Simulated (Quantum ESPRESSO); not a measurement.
## BN: single-point calculation (part 2 of 2)

The same run, continued: BN (F-43m, 2 atoms in the cell); Kohn-Sham DFT of a periodic cell, PBEsol, PseudoDojo 0.4.1 SR PBEsol standard, no spin polarisation (Quantum ESPRESSO 7.5); cutoff 1142.88 eV, 13×13×13 k-mesh, fermi-dirac of 0.05 eV. The structure derives from a Materials Project entry. The volume is scaled by 1.04.

Geometry of the input (Å; fractional positions):
```
0.0000  1.8369  1.8369
1.8369  0.0000  1.8369
1.8369  1.8369  0.0000
N  0.2500  0.2500  0.2500
B  0.0000  0.0000  0.0000
```

The program's output, continued
```
          k = 0.3264 0.2176-0.2176 (  1085 PWs)   bands (ev):

    -6.4462   2.1826   8.3155   8.5592  19.6964  20.7107  21.4115  24.3112
    31.5298

          k = 0.3807 0.2720-0.2720 (  1093 PWs)   bands (ev):

    -5.5300   0.6501   8.1979   8.2479  19.9217  20.7125  21.3071  24.9159
    32.0665

          k =-0.2720-0.3807 0.3807 (  1082 PWs)   bands (ev):

    -5.2086   0.1720   7.9769   8.3576  20.1084  20.6900  21.1366  25.1163
    32.3179

          k =-0.2176-0.3264 0.3264 (  1089 PWs)   bands (ev):

    -5.8039   1.0802   7.9246   8.6286  20.1842  20.7534  20.9519  24.8322
    32.3466

          k =-0.1632-0.2720 0.2720 (  1085 PWs)   bands (ev):

    -6.7809   2.8177   8.0538   9.0272  20.0698  20.6967  20.8848  24.1574
    32.2724

          k =-0.1088-0.2176 0.2176 (  1087 PWs)   bands (ev):

    -7.7182   4.8994   8.3618   9.4959  19.8340  20.2756  20.8146  23.2630
    32.2143

          k =-0.0544-0.1632 0.1632 (  1081 PWs)   bands (ev):

    -8.4645   7.0314   8.8306   9.9403  19.5193  19.7197  20.3998  22.2311
    32.4855

          k = 0.0000-0.1088 0.1088 (  1077 PWs)   bands (ev):

    -8.9642   8.7945   9.4808  10.2245  19.1725  19.2653  19.8241  21.1295
    33.2558

          k = 0.2176-0.0000 0.0000 (  1074 PWs)   bands (ev):

    -8.5984   8.5772   8.8884   8.8884  17.9866  21.0263  21.0263  21.4241
    29.5879

          k = 0.2720 0.0544-0.0544 (  1084 PWs)   bands (ev):

    -8.1051   6.9744   8.3464   8.7012  17.9138  21.4235  21.8436  22.1719
    28.7923

          k = 0.3264 0.1088-0.1088 (  1079 PWs)   bands (ev):

    -7.3709   4.9942   7.9274   8.2952  18.2500  21.7557  22.4145  22.6821
    29.1035

          k = 0.3807 0.1632-0.1632 (  1084 PWs)   bands (ev):

    -6.4537   3.0361   7.6894   7.7450  18.6366  21.9468  22.6125  23.3614
    29.9102

          k = 0.4351 0.2176-0.2176 (  1090 PWs)   bands (ev):

    -5.5081   1.3912   7.2095   7.6560  18.9523  21.9070  22.5005  24.4223
    30.4886

          k =-0.2176-0.4351 0.4351 (  1094 PWs)   bands (ev):

    -4.9429   0.5383   6.7912   7.8261  19.2931  21.7934  22.2215  25.2363
    30.7519

          k =-0.1632-0.3807 0.3807 (  1088 PWs)   bands (ev):

    -5.2509   0.9933   6.5536   8.1774  19.7338  21.6283  21.8628  25.1860
    31.2089

          k =-0.1088-0.3264 0.3264 (  1089 PWs)   bands (ev):

    -6.1340   2.4361   6.5405   8.6638  20.2292  21.3917  21.4124  24.3954
    31.7705

          k =-0.0544-0.2720 0.2720 (  1087 PWs)   bands (ev):

    -7.0852   4.2643   6.8069   9.2075  20.5432  20.8230  21.0647  23.4672
    31.4746

          k = 0.0000-0.2176 0.2176 (  1077 PWs)   bands (ev):

    -7.8884   5.9588   7.5279   9.6863  20.1712  20.1897  20.7906  22.8090
    31.9836

          k = 0.3264-0.0000 0.0000 (  1082 PWs)   bands (ev):

    -7.7078   6.9040   7.7513   7.7513  17.1492  21.5733  22.8576  22.8576
    27.9748

          k = 0.3807 0.0544-0.0544 (  1084 PWs)   bands (ev):

    -7.0690   5.5057   7.2871   7.3444  17.0136  21.4162  23.5114  23.6555
    28.3144

          k = 0.4351 0.1088-0.1088 (  1079 PWs)   bands (ev):

    -6.2362   3.8311   6.7313   7.0173  17.3256  21.7740  23.7100  24.0536
    29.1726

          k = 0.4895 0.1632-0.1632 (  1088 PWs)   bands (ev):

    -5.3266   2.2829   6.0165   6.9697  17.7319  22.7178  23.8408  24.0407
    29.6548

          k =-0.1632-0.4895 0.4895 (  1088 PWs)   bands (ev):

    -4.6374   1.2596   5.3955   7.1463  18.1674  23.2634  23.7295  24.6556
    29.4028

          k =-0.1088-0.4351 0.4351 (  1084 PWs)   bands (ev):

    -4.6504   1.2816   4.9903   7.5263  18.7156  23.1740  23.2195  25.3667
    29.3572

          k =-0.0544-0.3807 0.3807 (  1095 PWs)   bands (ev):

    -5.3510   2.2800   4.9161   8.0624  19.3985  22.5317  22.8476  24.7161
    30.4664

          k = 0.0000-0.3264 0.3264 (  1087 PWs)   bands (ev):

    -6.2583   3.4818   5.4461   8.6688  20.1217  21.6797  22.1012  23.8600
    31.5815

          k = 0.4351-0.0000 0.0000 (  1086 PWs)   bands (ev):

    -6.5336   5.0628   6.7699   6.7699  16.1740  20.6397  24.7297  24.7297
    28.3969

          k = 0.4895 0.0544-0.0544 (  1074 PWs)   bands (ev):

    -5.8081   3.9660   6.1787   6.4487  16.0592  20.4548  25.3031  25.4003
    29.0660

          k = 0.5439 0.1088-0.1088 (  1087 PWs)   bands (ev):

    -4.9923   2.8663   5.2348   6.3575  16.4777  21.0660  25.4553  25.5713
    29.5308

          k =-0.1088-0.5439 0.5439 (  1094 PWs)   bands (ev):

    -4.3114   2.0837   4.2612   6.5038  17.0571  22.4130  25.2918  25.4773
    29.1037

          k =-0.0544-0.4895 0.4895 (  1100 PWs)   bands (ev):

    -4.1331   1.9446   3.5877   6.8717  17.7177  23.8144  24.6484  25.5827
    28.1568

          k = 0.0000-0.4351 0.4351 (  1097 PWs)   bands (ev):

    -4.5839   2.2160   3.7006   7.4186  18.5042  23.6954  23.9889  25.2596
    28.6727

          k = 0.5439-0.0000 0.0000 (  1082 PWs)   bands (ev):

    -5.2149   3.2548   6.0685   6.0685  15.2659  19.7606  26.3638  26.3638
    29.3930

          k = 0.5983 0.0544-0.0544 (  1080 PWs)   bands (ev):

    -4.5582   2.4973   5.4604   5.9190  15.3240  19.8200  26.7618  26.7645
    29.7610

          k =-0.0544-0.5983 0.5983 (  1096 PWs)   bands (ev):

    -4.0328   2.1449   4.3382   6.0138  15.9827  20.7070  26.5676  26.7571
    29.4639

          k = 0.0000-0.5439 0.5439 (  1097 PWs)   bands (ev):

    -3.8744   2.3834   3.1897   6.3433  16.8140  22.2988  25.8292  26.4316
    28.5186

          k = 0.6527-0.0000 0.0000 (  1102 PWs)   bands (ev):

    -4.1477   1.9236   5.7059   5.7059  14.7228  19.3297  27.3786  27.3786
    30.0686

          k = 0.0000-0.6527 0.6527 (  1092 PWs)   bands (ev):

    -3.9428   1.7920   5.2246   5.7385  15.0518  19.6163  27.3066  27.3702
    29.9827

          k = 0.2176 0.1088 0.0000 (  1078 PWs)   bands (ev):

    -8.4186   7.3917   8.4782   9.6199  18.6223  20.5564  20.9096  22.0796
    30.1642

          k = 0.2720 0.1632-0.0544 (  1086 PWs)   bands (ev):

    -7.7575   5.6147   7.7830   9.2646  19.0318  20.9153  21.5464  22.7932
    29.8926

          k = 0.3264 0.2176-0.1088 (  1088 PWs)   bands (ev):

    -6.8855   3.6098   7.3968   8.7733  19.5059  20.9953  21.9414  23.5739
    30.3849

          k = 0.3807 0.2720-0.1632 (  1090 PWs)   bands (ev):

    -5.9113   1.7920   7.2155   8.3009  19.8493  20.7990  22.1535  24.4925
    30.9975

          k =-0.2720-0.3807 0.4895 (  1092 PWs)   bands (ev):

    -5.1394   0.5772   7.1781   7.9908  20.0614  20.5674  22.2362  25.1826
    31.1958

          k = 0.3264 0.1088 0.0000 (  1084 PWs)   bands (ev):

    -7.5376   5.9552   7.3654   8.4047  17.8314  21.8431  22.3675  22.7908
    28.5694

          k = 0.3807 0.1632-0.0544 (  1079 PWs)   bands (ev):

    -6.7500   4.3561   6.7195   7.9690  18.2079  22.2272  22.3417  23.5433
    29.1448

          k = 0.4351 0.2176-0.1088 (  1083 PWs)   bands (ev):

    -5.8253   2.6524   6.3692   7.4827  18.6439  22.0256  23.1242  24.0221
    29.7412

          k =-0.2176-0.4351 0.5439 (  1087 PWs)   bands (ev):

    -4.9815   1.3116   6.0916   7.2332  19.0043  21.7367  23.7262  24.7385
    29.7460

          k =-0.1632-0.3807 0.4895 (  1094 PWs)   bands (ev):

    -4.6980   0.9016   5.8230   7.3565  19.3917  21.4149  23.7020  25.3972
    29.5971

          k =-0.1088-0.3264 0.4351 (  1089 PWs)   bands (ev):

    -5.2371   1.6962   5.6874   7.7581  19.8584  21.0473  23.4318  24.8928
    30.0750

          k =-0.0544-0.2720 0.3807 (  1083 PWs)   bands (ev):

    -6.1474   3.1674   5.8228   8.3099  20.1147  20.8051  22.9576  23.8862
    30.2255

          k = 0.0000-0.2176 0.3264 (  1084 PWs)   bands (ev):

    -7.0394   4.6419   6.4638   8.8711  19.5774  21.0633  22.3091  23.0975
    29.8986

          k = 0.4351 0.1088 0.0000 (  1072 PWs)   bands (ev):

    -6.3814   4.5494   6.4020   7.0361  16.9047  21.1718  23.8632  24.7126
    28.8048

          k = 0.4895 0.1632-0.0544 (  1080 PWs)   bands (ev):

    -5.5442   3.3167   5.7204   6.5868  17.3186  21.5516  23.8209  25.3834
    29.3479

          k =-0.1632-0.4895 0.5983 (  1087 PWs)   bands (ev):

    -4.7229   2.1681   5.0420   6.4246  17.8456  22.5480  23.7215  25.6089
    29.2245

          k =-0.1088-0.4351 0.5439 (  1095 PWs)   bands (ev):

    -4.2748   1.5911   4.4585   6.6185  18.3864  22.8856  24.3397  25.6539
    28.4218

          k =-0.0544-0.3807 0.4895 (  1096 PWs)   bands (ev):

    -4.5400   1.9267   4.1833   7.0682  19.0156  22.3850  24.4119  25.6066
    28.4600

          k = 0.0000-0.3264 0.4351 (  1094 PWs)   bands (ev):

    -5.2965   2.6784   4.5580   7.6767  19.7341  21.5187  23.8067  24.7033
    29.6552

          k = 0.5439 0.1088 0.0000 (  1080 PWs)   bands (ev):

    -5.0965   3.1491   5.7106   5.9406  16.0497  20.3666  25.4816  26.3745
    29.4703

          k =-0.1088-0.5439 0.6527 (  1089 PWs)   bands (ev):

    -4.3904   2.4921   4.7363   5.7750  16.6455  21.0460  25.3093  26.7290
    29.4139

          k =-0.0544-0.4895 0.5983 (  1094 PWs)   bands (ev):

    -3.9513   2.3008   3.6123   5.9798  17.3908  22.4378  24.9153  26.4963
    28.6317

          k = 0.0000-0.4351 0.5439 (  1100 PWs)   bands (ev):

    -4.0242   2.4080   3.1181   6.4349  18.1677  23.4607  24.5409  26.1314
    27.7428

          k =-0.0544-0.5983 0.7071 (  1086 PWs)   bands (ev):

    -4.0781   2.0473   5.3353   5.3919  15.5437  19.9683  26.6879  27.2926
    29.8032

          k = 0.0000-0.5439 0.6527 (  1092 PWs)   bands (ev):

    -3.8508   2.0986   4.3076   5.5452  16.3996  20.8811  26.1320  27.0650
    29.3517

          k = 0.4351 0.2176 0.0000 (  1078 PWs)   bands (ev):

    -5.9453   3.5685   5.5386   7.4457  18.7436  21.8864  22.6722  24.6598
    29.3844

          k =-0.2176-0.4351 0.6527 (  1083 PWs)   bands (ev):

    -5.0756   2.4774   4.9821   6.8431  19.2978  21.6129  23.4246  25.4385
    29.1649

          k =-0.1632-0.3807 0.5983 (  1086 PWs)   bands (ev):

    -4.4240   1.6026   4.8510   6.4360  19.5371  21.4911  24.4003  25.8538
    28.3415

          k =-0.1632-0.4895 0.7071 (  1086 PWs)   bands (ev):

    -4.7754   2.8006   4.8767   5.8761  17.9749  21.8490  23.5970  26.3855
    29.1289

          k =-0.1088-0.4351 0.6527 (  1092 PWs)   bands (ev):

    -4.1417   2.3494   4.2110   5.4490  18.7164  22.5874  23.5620  26.4596
    28.4974

          k =-0.0544-0.3807 0.5983 (  1086 PWs)   bands (ev):

    -3.9637   2.2572   3.7350   5.5918  19.2855  22.4382  24.4902  25.8261
    28.0159

          k = 0.0000-0.3264 0.5439 (  1087 PWs)   bands (ev):

    -4.3610   2.4163   3.9279   6.1249  19.6267  21.8155  23.9782  26.2920
    28.0943

          k =-0.0544-0.4895 0.7071 (  1091 PWs)   bands (ev):

    -3.9129   2.3761   4.5497   4.7666  17.5311  21.6376  24.8773  26.7991
    29.1112

          k = 0.0000-0.4351 0.6527 (  1092 PWs)   bands (ev):

    -3.7542   2.6485   3.5245   4.9615  18.5105  22.8361  24.1561  25.9729
    28.7428

          k =-0.0544-0.3807 0.7071 (  1092 PWs)   bands (ev):

    -3.7688   2.7676   3.6736   4.5571  19.5087  22.8651  23.8978  25.3292
    28.6632

     the Fermi energy is    12.3201 ev

!    total energy              =     -26.74140636 Ry
     estimated scf accuracy    <          1.3E-10 Ry
     smearing contrib. (-TS)   =       0.00000000 Ry
     internal energy E=F+TS    =     -26.74140636 Ry

     The total energy is F=E-TS. E is the sum of the following terms:
     one-electron contribution =       4.14774997 Ry
     hartree contribution      =       3.62388252 Ry
     xc contribution           =      -8.59326483 Ry
     ewald contribution        =     -25.91977403 Ry

     convergence has been achieved in   8 iterations

     Forces acting on atoms (cartesian axes, Ry/au):

     atom    1 type  1   force =     0.00000000    0.00000000    0.00000000
     atom    2 type  2   force =    -0.00000000   -0.00000000    0.00000000

     Total force =     0.000000     Total SCF correction =     0.000000

     Computing stress (Cartesian axis) and pressure

          total   stress  (Ry/bohr**3)                   (kbar)     P=     -190.36
  -0.00129404   0.00000000   0.00000000         -190.36        0.00        0.00
   0.00000000  -0.00129404   0.00000000            0.00     -190.36        0.00
   0.00000000   0.00000000  -0.00129404            0.00        0.00     -190.36

=------------------------------------------------------------------------------=
   JOB DONE.
=------------------------------------------------------------------------------=
```

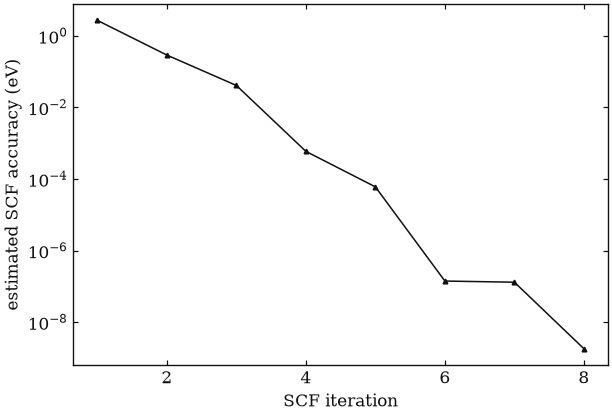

Fig. 1: Convergence of the self-consistent field: estimated SCF accuracy against the iteration. The field takes 8 iterations in all.

Key numbers

- outcome: converged
- space group (tolerance 0.01 Å): F-43m (216)
- electrons treated: 8
- free energy: −363.8354 eV
- Fermi energy: 12.320 eV
- gap on the k-point mesh: 4.35 eV
- pressure: −19.04 GPa
- largest force (length of the vector): under 0.001 eV/Å
- hardware: 1 thread of Intel Xeon @ 2.30GHz (Granite Rapids), 24 GiB of memory available, shared host
- wall time: 4.7 s
- peak memory: 0.09 GiB

The cell is under a tension of 19.0 GPa at this level, so it is not at its equilibrium volume.
